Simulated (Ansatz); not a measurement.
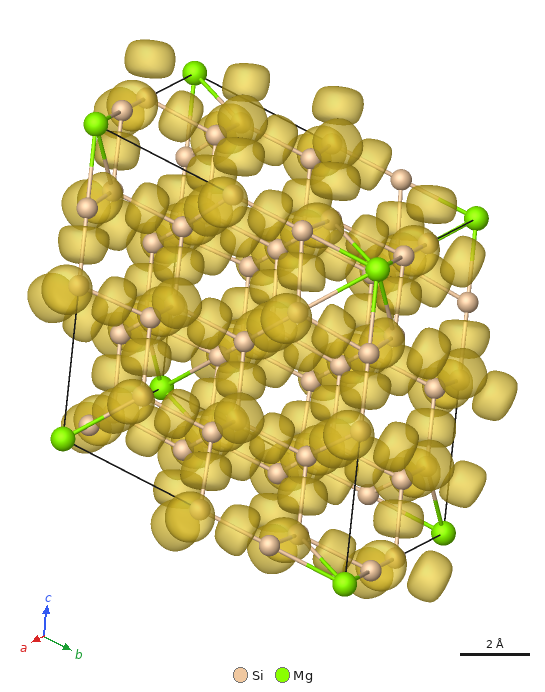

MgSi32 (cell with a defect). Isosurface of the ELF at 0.75 (yellow), seen slightly off an axis. Core shells and regions of very low density are left out. Sticks mark near contacts.

Computed with DFT PBEsol, scalar-relativistic, plane waves, PAW in Ansatz 0.2.0.

Core electrons are frozen (PAW), and the valence fields are smoothed inside the atomic spheres.

### Where are the electrons localised?

At this value the surface marks out 64 regions between bonded Si–Si atoms, counted in one cell of 33 atoms. Any copies at cell faces, edges or corners count once. Profiles from the grid: Si–Si (2.32 Å): the ELF peaks at about 0.95 between the atoms. Mg–Si (2.51 Å): the ELF peaks at about 0.60 in the valence shell of Si, 1.0 Å from its nucleus, and is about 0.50 at the midpoint.
